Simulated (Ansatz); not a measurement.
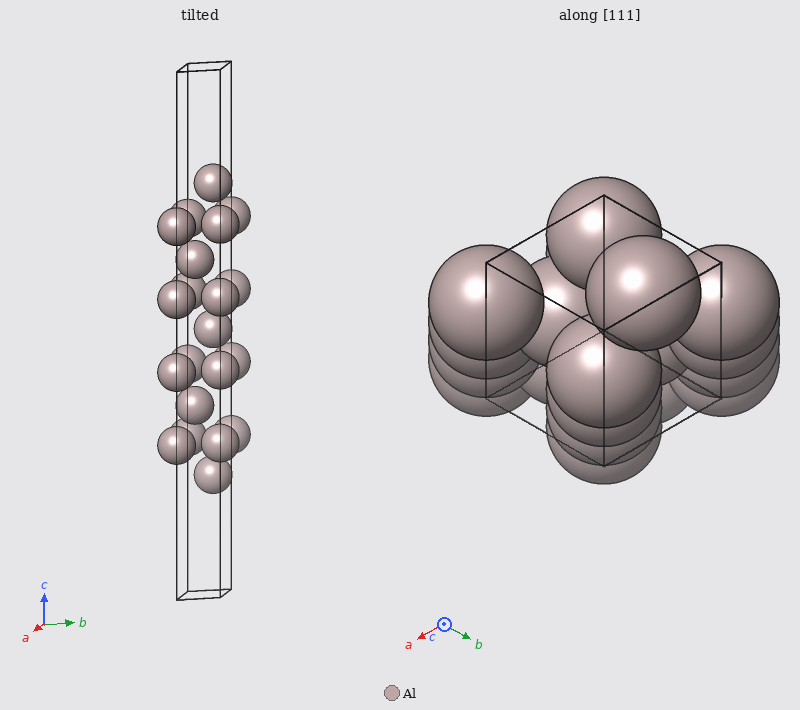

We look at a space-filling model of the crystal slightly off an axis and along [111]. The lines enclose the simulation cell; boundary atoms appear with their images. Cell: a = 2.822 Å, b = 2.822 Å, c = 33.524 Å, α = 90.00°, β = 90.00°, γ = 120.00°.

What structure is drawn here?

- The element is aluminium.
- The cell holds nine atoms.

Starting structure: a structure listed in the Materials Project, from which a slab was cut. Earlier steps of the study may have refined or changed the cell and positions. It was run through Ansatz as a DFT input.
